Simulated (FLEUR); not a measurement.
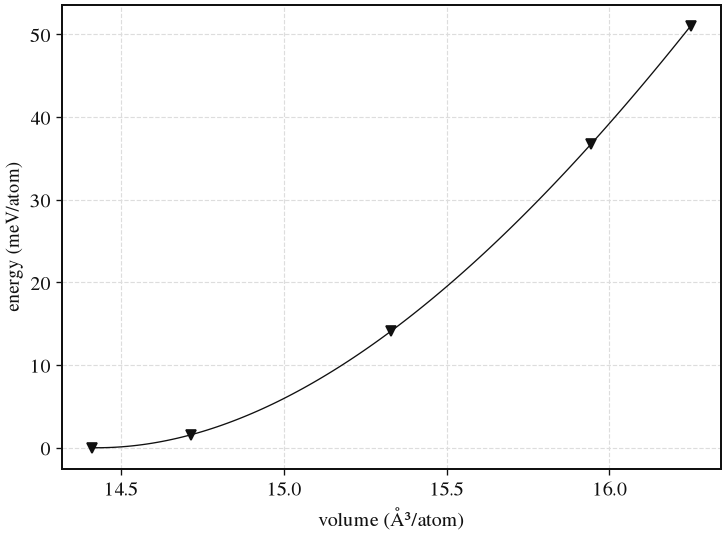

The picture above shows the energy against volume.

Computed with FLEUR MaX-R8.1 (later development tree): all-electron LAPW DFT, no spin polarisation; energies at scaled volumes of the given cell, shape and fractions fixed, counted from the fit's minimum, third-order Birch-Murnaghan fit. Level: r2SCAN.

For which of these solids was it computed?
A. Ti₃Al, P-6m2 (No. 187)
B. Bi, R-3m (No. 166)
C. Zn, P6_3/mmc (No. 194)

Answer. C, Zn: energy from 0.01 meV/atom to 51.04 meV/atom, V0 14.43 Å³/atom, B0 90.5 GPa. The others give: Bi, energy from 0.99 meV/atom to 43.61 meV/atom, V0 35.97 Å³/atom, B0 47.3 GPa; Ti₃Al, energy from 0.26 meV/atom to 25.11 meV/atom, V0 17.01 Å³/atom, B0 116 GPa.

For Bi, limits of the calculation: spin-orbit coupling left out, heavy elements; shape and atomic fractions are frozen while scaling, which makes layered, chain and framework solids too stiff.

For Ti₃Al, limits of the calculation: shape and atomic fractions are frozen while scaling, which makes layered, chain and framework solids too stiff.

For Zn, limits of the calculation: the fit and the printed pressures don't fully agree, or the minimum lies near the end of the range; shape and atomic fractions are frozen while scaling, which makes layered, chain and framework solids too stiff.
